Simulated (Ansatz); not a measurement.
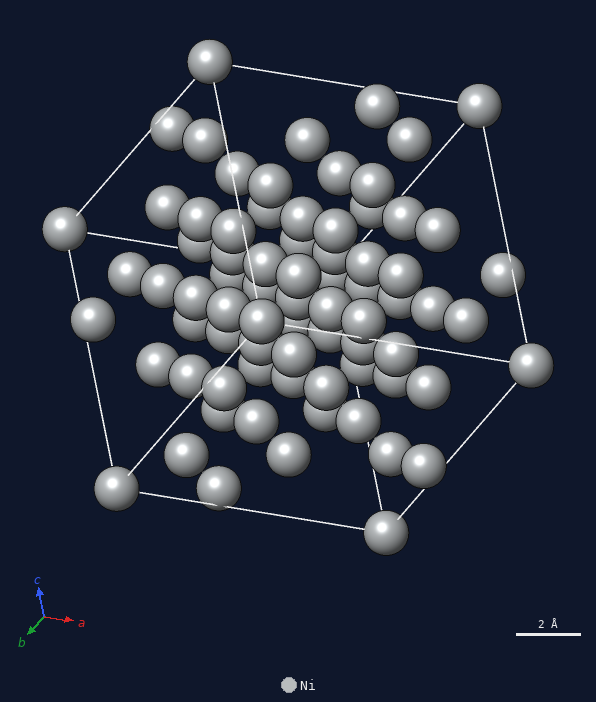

**Figure 1.** The structure (spheres-only view of the cell of the calculation, seen at an oblique angle).

## Single-point calculation of Ni (part 1 of 3)

System: Ni (62 atoms in the cell).
Method: DFT PBE, scalar-relativistic, plane waves, PAW, spin-polarised (Ansatz 0.2.0).

The structure derives from a Materials Project entry. It belongs to a series of runs on one base structure; here: the perfect crystal in a cell of 62 atoms.

Output:
```
Engine: ansatz 0.2.0, x86_64-unknown-linux-gnu
Pseudopotentials: kind: paw
Pseudopotential: Ni, paw, valence charge 18, recommended cutoff 420 eV (normal), Ni.paw.azcp
Functional definition: PBE
  parameter kappa = 0.804
  parameter beta = 0.06672455060314922
  exchange = pbe_x(kappa = kappa, mu = beta*pi^2/3)
  correlation = pbe_c(beta = beta)
Crystal: 62 atoms, lattice volume = 675.145 Å³
Basis set: ecut = 420 eV, 13153 PW (Γ), exchange–correlation on 120×120×120 points (8 copies of the dense FFT grid, shifted against one another)
Bands: 698, of which v1, the nominal top of the filled ones, is band 558 counted from 1 (557 counted from 0)
Symmetry: 372 space group operations
Space group: Fm-3m (ITA 225), of the structure as read, at distance tolerance 8.8e-5 Å
Magnetic group: BNS 225.116 (UNI 1618), of the structure as read, at distance tolerance 8.8e-5 Å
k-points: 6 of 27
Non-local potential: Ni, projectors of the file, l = 0: 3, l = 1: 2, l = 2: 3, l = 3: 1
PAW form: soft (Blöchl's): semilocal exchange-correlation on the pseudo side does not see the compensation charge
PAW one-centre angular grid: Ni, 590 points (default); XC on 64 Gauss nodes
Initial density: superposition of atomic densities (chi_scale 0.1, normalization cell)
Starting moments: Σ|m| = 46.5 μB on 62 of 62 sites
Initial wavefunctions: pseudopotential atomic-orbital guess
Functional: x = pbe(κ = 0.804, μ = 0.2195149727645171), c = pbe(β = 0.06672455060314922)
iter 1 solved again at ethr=2.70e-3 eV; its pass at ethr=3.10e-3 eV (dr2=3.01e1 eV) is discarded
SCF iter   1: F=—  HF=-362014.281542 eV  |F-HF|=—  |Δ(HF+E_count)|=         —  Δρ=7.80e-2 (↑1.14e-2 ↓7.80e-2)  dr2=3.02e1  dr2_m=7.82e0  M=51.598 μB ∫|m|=54.798 μB  β_m=0.30  ethr=2.70e-3  ⟨swp⟩=2.0  Hψ=36064  notcnv=0
Mixer restart at iter 1: flushing history
preconditioner: auto → Kerker (q_TF=auto, 2.967 Å⁻¹)  [metal: Δε(μ)=0.009 eV  Ē_g=8.334 eV  σ=0.100 eV  W_gap=0.05  n_scr=320 (ndim 8)  ℏωp=35.6 eV  f_vac=0.000  D(μ)=88.56/eV (n_scr^D=1302)]
spin=Collinear: Kerker preconditioning applied to the charge; magnetization (m = ρ↑ − ρ↓) channel mixes plain (no charge-response kernel on spin).
SCF iter   2: F=—  HF=-362010.971408 eV  |F-HF|=—  |Δ(HF+E_count)|=    3.31e0  Δρ=2.41e-2 (↑2.41e-2 ↓1.67e-2)  dr2=8.04e-1  dr2_m=1.74e0  M=47.415 μB ∫|m|=51.268 μB  β_m=0.32  ethr=2.70e-3  ⟨swp⟩=2.1  Hψ=13295  notcnv=0
SCF iter   3: F=—  HF=-362030.483469 eV  |F-HF|=—  |Δ(HF+E_count)|=    1.95e1  Δρ=1.89e-2 (↑1.89e-2 ↓1.06e-2)  dr2=1.49e0  dr2_m=3.97e-1  M=45.326 μB ∫|m|=49.687 μB  β_m=0.59  ethr=7.20e-5  ⟨swp⟩=2.0  Hψ=14087  notcnv=0  defer=1300
SCF iter   4: F=—  HF=-362058.164459 eV  |F-HF|=—  |Δ(HF+E_count)|=    2.77e1  Δρ=2.24e-2 (↑1.33e-2 ↓2.24e-2)  dr2=4.83e0  dr2_m=1.85e-1  M=41.559 μB ∫|m|=46.816 μB  β_m=0.65  ethr=7.20e-5  ⟨swp⟩=2.0  Hψ=14770  notcnv=0  defer=1300
SCF iter   5: F=—  HF=-362062.513310 eV  |F-HF|=—  |Δ(HF+E_count)|=    4.35e0  Δρ=2.59e-3 (↑1.35e-3 ↓2.59e-3)  dr2=5.27e-2  dr2_m=1.05e-2  M=40.634 μB ∫|m|=46.068 μB  β_m=0.80  ethr=7.20e-5  ⟨swp⟩=2.0  Hψ=15495  notcnv=0  defer=1300
SCF iter   6: F=—  HF=-362062.939688 eV  |F-HF|=—  |Δ(HF+E_count)|=   4.26e-1  Δρ=3.26e-3 (↑1.53e-3 ↓3.26e-3)  dr2=9.90e-2  dr2_m=6.58e-3  M=40.198 μB ∫|m|=45.752 μB  β_m=0.80  ethr=4.73e-6  ⟨swp⟩=2.0  Hψ=11779  notcnv=0  defer=1300
SCF iter   7: F=—  HF=-362063.035242 eV  |F-HF|=—  |Δ(HF+E_count)|=   9.56e-2  Δρ=1.62e-4 (↑1.12e-4 ↓1.62e-4)  dr2=3.66e-4  dr2_m=1.29e-5  M=39.981 μB ∫|m|=45.599 μB  β_m=0.90  ethr=4.73e-6  ⟨swp⟩=2.3  Hψ=14381  notcnv=0  defer=1300
SCF iter   8: F=—  HF=-362063.035352 eV  |F-HF|=—  |Δ(HF+E_count)|=   1.10e-4  Δρ=5.38e-5 (↑2.87e-5 ↓5.38e-5)  dr2=1.71e-5  dr2_m=4.83e-6  M=39.977 μB ∫|m|=45.595 μB  β_m=0.95  ethr=3.28e-8  ⟨swp⟩=2.0  Hψ=14651  notcnv=0  defer=1300
SCF iter   9: F=—  HF=-362063.035356 eV  |F-HF|=—  |Δ(HF+E_count)|=   4.23e-6  Δρ=6.44e-5 (↑1.99e-5 ↓6.44e-5)  dr2=2.73e-5  dr2_m=3.86e-6  M=39.977 μB ∫|m|=45.595 μB  β_m=0.95  ethr=1.53e-9  ⟨swp⟩=1.4  Hψ=8736  notcnv=0  defer=1300
SCF iter  10: F=—  HF=-362063.035358 eV  |F-HF|=—  |Δ(HF+E_count)|=   1.82e-6  Δρ=5.80e-6 (↑1.69e-6 ↓5.80e-6)  dr2=1.61e-7  dr2_m=4.42e-8  M=39.979 μB ∫|m|=45.597 μB  β_m=0.97  ethr=1.53e-9  ⟨swp⟩=2.0  Hψ=11907  notcnv=0  defer=1300
SCF iter  11: F=—  HF=-362063.035358 eV  |F-HF|=—  |Δ(HF+E_count)|=  3.49e-10  Δρ=6.24e-7 (↑4.84e-7 ↓6.24e-7)  dr2=4.06e-9  dr2_m=7.77e-11  M=39.979 μB ∫|m|=45.597 μB  β_m=0.99  ethr=1.44e-11  ⟨swp⟩=2.0  Hψ=14855  notcnv=0  defer=1300
SCF iter  12: F=-362063.035358 eV  HF=-362063.035358 eV  |F-HF|=2.91e-10  |Δ(HF+E_count)|=  2.91e-10  Δρ=2.10e-7 (↑9.87e-8 ↓2.10e-7)  dr2=3.71e-10  dr2_m=2.22e-11  M=39.979 μB ∫|m|=45.597 μB  ethr=1.00e-12  ⟨swp⟩=10.2  Hψ=58750  notcnv=0
SCF 1 converged in 12 iterations: F = -362063.035358 eV  dr2 = 3.71e-10
  greatest PAW one-centre occupation: 1.001 electrons in one spin orbital (limit 2), on the Ni atom at site 61 (counted from 0), in its partial waves of l = 1
```

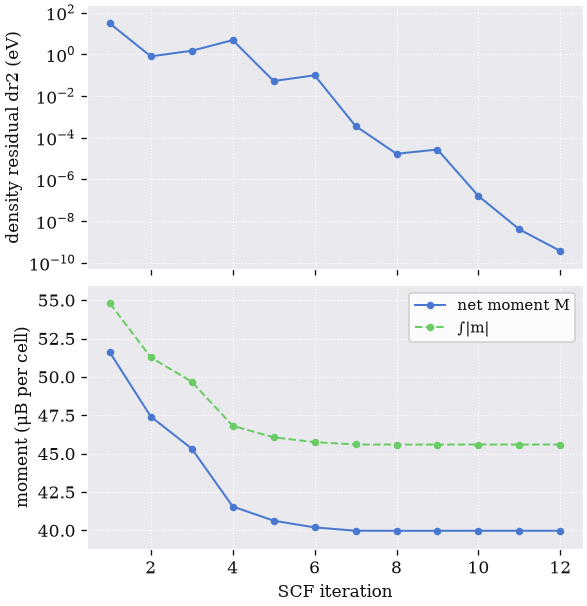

**Figure 2.** Convergence of the self-consistent field: density residual dr2 and magnetic moment against the SCF iteration. The residual comes down, with one marked jump up, by a factor of about 3, at step 4. The net moment goes from 51.6 to 40.0 μB per cell.

```
SCF converged after 12 iterations
Magnetization: 39.9787 μB (577.9893 up, 538.0107 down)
Absolute magnetization: 45.6468 μB (∫|ρ↑−ρ↓|, with the PAW one-centre terms)
Spin contamination: 0.4289 ħ² per cell (⟨S²⟩ above its minimum at these occupations)
Per-site moments (μB) at R_I (Å): [(0.6835263712669363, 1.0262755718707186), (0.6835263712669363, 1.0262755718707184), (0.6835263712669359, 1.0262755718707184), (0.6835263712669365, 1.0262755718707184), (0.6835263712669364, 1.0262755718707182), (0.6835263712669364, 1.0262755718707182), (0.6835263712669363, 1.0262755718707182), (0.6835263712669363, 1.0262755718707182), (0.683526371266936, 1.0262755718707182), (0.6835263712669359, 1.0262755718707182), (0.6835263712669364, 1.0262755718707184), (0.6835263712669364, 1.0262755718707182), (0.6835263712669362, 1.0262755718707184), (0.6835263712669365, 1.0262755718707184), (0.683526371266936, 1.0262755718707186), (0.6835263712669365, 1.0262755718707182), (0.6835263712669362, 1.0262755718707186), (0.6835263712669363, 1.0262755718707184), (0.6835263712669358, 1.0262755718707182), (0.6835263712669362, 1.0262755718707184), (0.6835263712669362, 1.0262755718707184), (0.6835263712669365, 1.0262755718707184), (0.6835263712669358, 1.0262755718707182), (0.6835263712669358, 1.0262755718707182), (0.6835263712669358, 1.0262755718707182), (0.6835263712669366, 1.0262755718707184), (0.6835263712669359, 1.0262755718707186), (0.6835263712669365, 1.0262755718707184), (0.6835263712669357, 1.0262755718707184), (0.6835263712669363, 1.0262755718707184), (0.6835263712669366, 1.0262755718707186), (0.683526371266936, 1.0262755718707184), (0.6835263712669362, 1.0262755718707182), (0.6835263712669363, 1.0262755718707184), (0.6835263712669357, 1.0262755718707184), (0.6835263712669364, 1.0262755718707184), (0.6835263712669364, 1.0262755718707186), (0.683526371266936, 1.0262755718707184), (0.6835263712669365, 1.0262755718707186), (0.6835263712669364, 1.0262755718707182), (0.683526371266936, 1.0262755718707186), (0.6835263712669362, 1.0262755718707184), (0.6835263712669366, 1.0262755718707182), (0.6835263712669364, 1.0262755718707182), (0.6835263712669366, 1.0262755718707184), (0.6835263712669365, 1.0262755718707184), (0.6835263712669359, 1.0262755718707182), (0.6835263712669364, 1.0262755718707186), (0.6835263712669356, 1.0262755718707184), (0.6835263712669367, 1.0262755718707186), (0.6835263712669365, 1.0262755718707186), (0.6835263712669363, 1.0262755718707182), (0.6835263712669357, 1.0262755718707184), (0.6835263712669363, 1.0262755718707186), (0.6835263712669366, 1.0262755718707186), (0.6835263712669359, 1.0262755718707184), (0.6835263712669364, 1.0262755718707182), (0.6835263712669364, 1.0262755718707186), (0.683526371266937, 1.0262755718707182), (0.683526371266936, 1.0262755718707184), (0.6835263712669364, 1.0262755718707182), (0.683526371266936, 1.0262755718707184)]
Free energy (F): -362063.035358 eV
Harris-Foulkes:  -362063.035358 eV  (|F-HF|=2.91e-10)
Internal energy: -362062.550164 eV  (E = F + TS)
E sigma→0 (E₀):  -362062.792761 eV
Entropy (-TS):   -0.485194 eV (-7.826 meV/atom)
Fermi energy:    18.174961 eV
--- Per-component energies (eV) ---
  E_band       = -17649.576548
  E_kinetic    = 17488.454617
  E_local      = -213178.437513  (includes V_loc(G=0)·N_el)
  E_nonlocal   = 39401.590259
  E_hartree    = 88983.229092
  E_xc         = -5257.348324
  E_vxc        = -6779.325556  (∫ρ·V_xc dr)
  E_paw        = -101035.493903  (= ΣΔE_a)
  E_vpaw       = -32548.364326  (= ΣTr[D̂ρ^β])
  E_aug_tail   = 0.036330  (compensation charges beyond the density's cutoff)
  E_ewald      = -188464.580722
  E_smearing   = -0.485194  (= −TS)
  E_closure    = -0.000000  (closes the sum)
  Σ components = -362063.035358   (vs F -362063.035358, Δ=0.00e0)
--- Forces (eV/Å), atoms counted from 1 ---
  atom   1  Ni    -0.00000000    -0.00000000     0.00000000
  atom   2  Ni     0.00000000    -0.00000000    -0.00000000
  atom   3  Ni     0.00000000     0.00000000    -0.00000000
  atom   4  Ni     0.00000000     0.00000000    -0.00000000
  atom   5  Ni    -0.00000000     0.00000000     0.00000000
  atom   6  Ni     0.00000000     0.00000000     0.00000000
  atom   7  Ni     0.00000000     0.00000000     0.00000000
  atom   8  Ni    -0.00000000     0.00000000    -0.00000000
  atom   9  Ni     0.00000000    -0.00000000    -0.00000000
  atom  10  Ni    -0.00000000    -0.00000000    -0.00000000
  atom  11  Ni     0.00000000    -0.00000000     0.00000000
  atom  12  Ni     0.00000000     0.00000000    -0.00000000
  atom  13  Ni     0.00000000    -0.00000000     0.00000000
  atom  14  Ni    -0.00000000    -0.00000000    -0.00000000
  atom  15  Ni    -0.00000000    -0.00000000    -0.00000000
  atom  16  Ni    -0.00000000     0.00000000    -0.00000000
  atom  17  Ni     0.00000000     0.00000000     0.00000000
  atom  18  Ni     0.00000000    -0.00000000     0.00000000
  atom  19  Ni     0.00000000     0.00000000     0.00000000
  atom  20  Ni    -0.00000000     0.00000000     0.00000000
  atom  21  Ni    -0.00000000     0.00000000    -0.00000000
  atom  22  Ni    -0.00000000     0.00000000     0.00000000
  atom  23  Ni     0.00000000     0.00000000     0.00000000
  atom  24  Ni    -0.00000000     0.00000000     0.00000000
  atom  25  Ni    -0.00000000     0.00000000     0.00000000
  atom  26  Ni     0.00000000     0.00000000    -0.00000000
  atom  27  Ni     0.00000000     0.00000000    -0.00000000
  atom  28  Ni     0.00000000    -0.00000000    -0.00000000
  atom  29  Ni    -0.00000000     0.00000000    -0.00000000
  atom  30  Ni    -0.00000000     0.00000000     0.00000000
  atom  31  Ni     0.00000000     0.00000000     0.00000000
  atom  32  Ni    -0.00000000     0.00000000    -0.00000000
  atom  33  Ni     0.00000000    -0.00000000    -0.00000000
  atom  34  Ni     0.00000000     0.00000000     0.00000000
  atom  35  Ni     0.00000000     0.00000000    -0.00000000
  atom  36  Ni    -0.00000000     0.00000000     0.00000000
  atom  37  Ni     0.00000000    -0.00000000    -0.00000000
  atom  38  Ni     0.00000000     0.00000000     0.00000000
  atom  39  Ni    -0.00000000    -0.00000000     0.00000000
  atom  40  Ni     0.00000000     0.00000000     0.00000000
  atom  41  Ni     0.00000000     0.00000000    -0.00000000
  atom  42  Ni     0.00000000    -0.00000000     0.00000000
  atom  43  Ni    -0.00000000    -0.00000000     0.00000000
  atom  44  Ni     0.00000000    -0.00000000     0.00000000
  atom  45  Ni    -0.00000000    -0.00000000     0.00000000
  atom  46  Ni     0.00000000    -0.00000000     0.00000000
  atom  47  Ni     0.00000000    -0.00000000     0.00000000
  atom  48  Ni     0.00000000     0.00000000     0.00000000
  atom  49  Ni     0.00000000     0.00000000    -0.00000000
  atom  50  Ni     0.00000000     0.00000000     0.00000000
  atom  51  Ni     0.00000000    -0.00000000    -0.00000000
  atom  52  Ni    -0.00000000    -0.00000000    -0.00000000
  atom  53  Ni     0.00000000     0.00000000     0.00000000
  atom  54  Ni     0.00000000    -0.00000000     0.00000000
  atom  55  Ni    -0.00000000    -0.00000000    -0.00000000
  atom  56  Ni    -0.00000000    -0.00000000    -0.00000000
  atom  57  Ni    -0.00000000     0.00000000     0.00000000
  atom  58  Ni     0.00000000    -0.00000000     0.00000000
  atom  59  Ni     0.00000000    -0.00000000    -0.00000000
  atom  60  Ni     0.00000000    -0.00000000     0.00000000
  atom  61  Ni     0.00000000    -0.00000000     0.00000000
  atom  62  Ni     0.00000000    -0.00000000     0.00000000
  max |Σ_I F_I| component: 8.66e-26 eV/Å
--- Stress (GPa, compression-positive) ---
        0.013246      -0.042539      -0.042539
       -0.042539       0.013246      -0.042539
       -0.042539      -0.042539       0.013246
  P = ⅓ Tr σ = 0.0132 GPa (0.132 kbar)
--- Band table (eV; the first three rows and the last of 12) ---
  k-point 0 ↑: bands = ["-85.5199", "-85.5038", "-85.5038", "-85.5038", "-85.5038", "-85.5038", "-85.5038", "-85.4981", "-85.4981", "-85.4981", ... 488 levels left out ..., "16.8186", "16.8186", "16.8186", "16.8873", "16.8873", "17.1436", "17.1436", "17.1436", "17.1436", "17.1436", "17.1436", "17.1893", "17.1893", "17.1893", "17.1893", "17.1893", "17.1893", "17.3495", "17.3495", "17.3495", "17.3495", "17.3495", "17.3495", "17.4038", "17.4038", "17.4038", "17.4038", "17.4038", "17.4038",
      "17.4266", "17.4266", "17.4266", "17.4266", "17.4266", "17.4266", "17.4563", "17.4563", "17.4563", "17.4563", "17.4563", "17.4563", "17.4594", "17.4594", "17.4594", "17.4594", "17.4594", "17.4594", "17.4691", "17.4691", "17.4691", "17.4691", "17.4691", "17.4691", "17.4705", "17.4705", "17.4705", "17.4705", "17.4705", "17.4705", "17.5090", "17.5090", "17.5090", "17.5090", "17.5090", "17.5090", "17.5448", "17.5448", "17.5587", "17.5587",
      "17.5587", "17.5587", "17.5587", "17.5587", "17.6202", "17.6202", "17.6202", "17.6202", "17.6202", "17.6202", "17.7694", "18.4028", "18.4028", "18.4028", "18.4028", "18.4028", "18.4028", "19.5642", "19.5642", "19.5642", "19.5642", "19.5642", "19.5642", "20.0741", "20.0741", "20.0741", "20.0741", "20.0741", "20.0741", "20.4652", "20.4652", "20.4652", "20.4652", "20.4652", "20.4652", "20.8153", "20.8153", "20.8153", "20.8153", "20.8153",
      "20.8153", "22.8802", "22.8802", "22.8802", "22.8802", "22.8802", "22.8802", "23.5147", "23.5147", "23.5147", "23.5147", "23.5147", "23.5147", "23.7475", "24.3518", "24.3518", "24.3518", "24.3518", "24.3518", "24.3518", "24.7818", "24.7818", "24.7818", "24.7818", "24.7818", "24.7818", "24.8352", "24.8352", "24.8352", "24.8352", "24.8352", "24.8352", "26.7130", "26.7130", "26.7130", "26.7130", "26.7130", "26.7130", "27.1033", "27.1033",
      "27.1033", "27.1033", "27.1033", "27.1033", "29.3602", "29.3602", "29.3602", "29.3602", "29.3602", "29.3602", "29.9507", "29.9507", "29.9507", "29.9507", "29.9507", "29.9507", "30.0914", "30.0914", "30.0914", "30.0914", "30.0914", "30.0914", "30.1069", "30.1069", "30.1069", "30.1069", "30.1069", "30.1069", "30.2640", "30.2640", "30.2640", "30.2640", "30.2640", "30.2640", "30.9817", "30.9817", "30.9817", "30.9817", "30.9817", "30.9817",
      "31.5185", "31.5185", "31.5185", "31.5185", "31.5185", "31.5185", "32.3450", "32.3450", "32.3450", "32.3450", "32.3450"]
```
